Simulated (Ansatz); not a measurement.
Structure data:

```cif
data_structure
_symmetry_space_group_name_H-M 'C m c m'
_symmetry_Int_Tables_number 63
_cell_length_a 3.8313
_cell_length_b 6.1383
_cell_length_c 6.3326
_cell_angle_alpha 90.000
_cell_angle_beta 90.000
_cell_angle_gamma 90.000
_cell_volume 148.93
loop_
_atom_site_label
_atom_site_type_symbol
_atom_site_symmetry_multiplicity
_atom_site_Wyckoff_symbol
_atom_site_fract_x
_atom_site_fract_y
_atom_site_fract_z
_atom_site_occupancy
Si1 Si 8 f 0.50000 0.83333 0.06301 1
```

Before looking at a picture, describe the arrangement of atoms.

The element is silicon. Its lattice is base-centred orthorhombic, its space group Cmcm (No. 63). The cell holds eight atoms. Each Si is bonded to four Si in a distorted tetrahedral arrangement at 2.20 to 2.37 Å. The bonds build a three-dimensional framework.

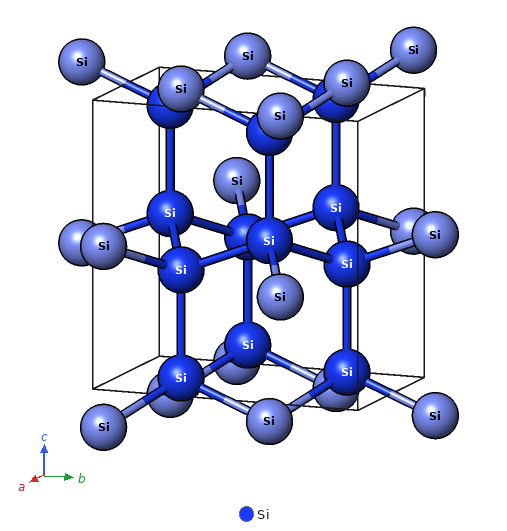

Ball-and-stick drawing of the structure, looking slightly off an axis. The parallelepiped is the conventional unit cell. Atoms of adjacent cells appear where they bond to atoms in the box, in fainter colours. Colours: silicon blue.

It goes back to a structure listed in the Materials Project. The cell was then strained or its atoms displaced on purpose. It was run through Ansatz as a DFT input.

At this level of theory the run's own cell isn't at rest (compressed, at 10 GPa and forces up to 1.2 eV/Å), so its distances can differ from those at equilibrium, the more so the softer the solid.
